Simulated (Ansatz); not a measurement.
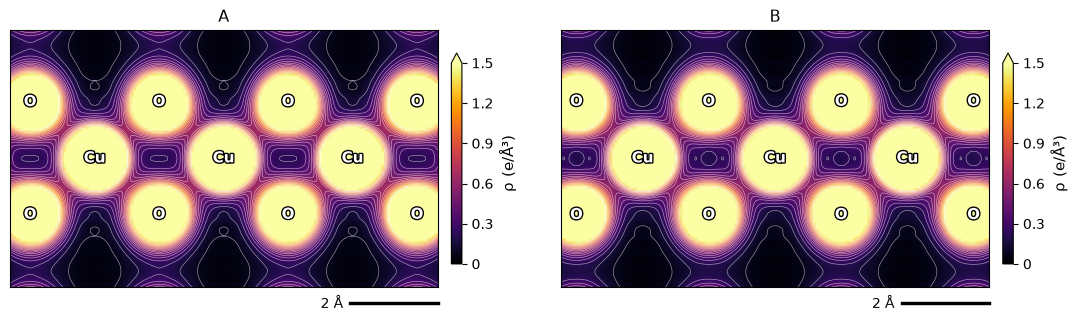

CuO. The valence electron density of two cells that differ in size and shape, on the (010) plane of each (indices in the axes of the calculation cell), at one length scale and on one colour scale; one has 11.2 and the other 11.9 Å³ an atom.

Theory: Ansatz 0.2.0, DFT PBE, scalar-relativistic, plane waves, PAW.

The larger cell:

```
CELL_PARAMETERS angstrom
2.13445 -2.13960 0.16732
2.13445 2.13960 0.16732
-0.40549 0.00000 5.16629
ATOMIC_POSITIONS crystal
Cu 0.00000 0.50000 0.00000
Cu 0.50000 0.00000 0.50000
O 0.50003 0.49997 0.25000
O 0.49997 0.50003 0.75000
```

The smaller cell: a = 2.949 Å, b = 2.949 Å, c = 5.151 Å, α = 90.01°, β = 90.01°, γ = 89.85°.

**Which panel shows the smaller cell, and what does the compression change?**

Panel A is the smaller cell, by 6 % in volume. From the larger cell to the smaller, Cu–O goes from 1.99 to 1.96 Å, and the density at its midpoint from 0.59 to 0.64 e/Å³; the pressure goes from −7 to 0.0 GPa.
